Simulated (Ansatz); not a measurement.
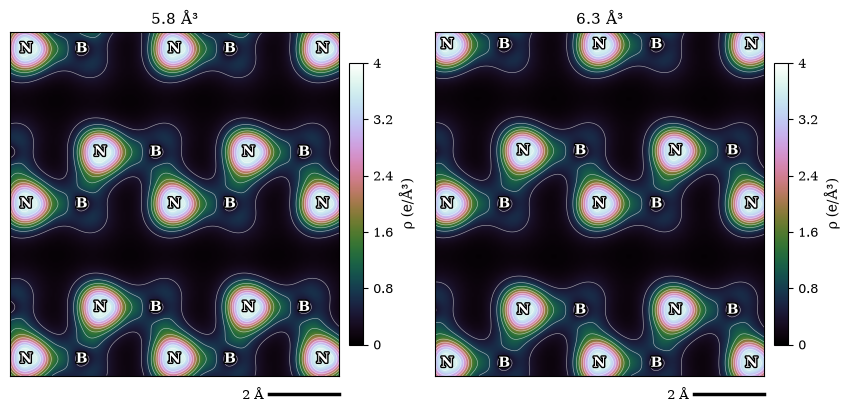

BN. The valence charge density (pseudo) of cells scaled evenly to different volumes (given per atom above each panel), on the (110) plane of each (indices in the axes of the cell below), at one length scale and on one colour scale.

A structure from a database of computed crystals, not necessarily the ambient phase.

Level of theory: Ansatz 0.2.0, Kohn-Sham DFT of a periodic cell, PBEsol, Ansatz PAW.

Core electrons are frozen (PAW), and the valence fields are smoothed inside the atomic spheres.

The largest cell:

```xyz
4
Lattice="2.6040 0.0000 0.0000 -1.3020 2.2552 0.0000 0.0000 0.0000 4.3098" Properties=species:S:1:pos:R:3 pbc="T T T"
N     0.0000    1.5034    0.5399
N     1.3020    0.7517    2.6948
B     0.0000    1.5034    2.1537
B     1.3020    0.7517    4.3085
```

| volume (Å³/atom) | B–N contact in the plane (Å) | ρ at its midpoint (e/Å³) | pressure (GPa) | gap on the mesh (eV) | 
| --- | --- | --- | --- | --- |
| 5.85 | 1.557 | 1.446 | 1.7 | 4.95 | 
| 6.21 | 1.588 | ? | ? | ? | 
| 6.33 | 1.598 | 1.331 | −24.9 | 5.07 | 

Estimate the missing row, and compare with the calculation.

Over the known rows ln ρ falls by 2.02 per Å of B–N distance (the line through the two), which gives 1.358 e/Å³ at 1.588 Å; the calculation gives 1.356 e/Å³. For the pressure, a straight line in volume between the neighbouring rows gives −18.2 GPa; the calculation gives −19.2, lower because pressure rises ever faster on compression. For the gap on the mesh, a straight line in volume between the neighbouring rows gives 5.04 eV; the calculation gives 5.04.
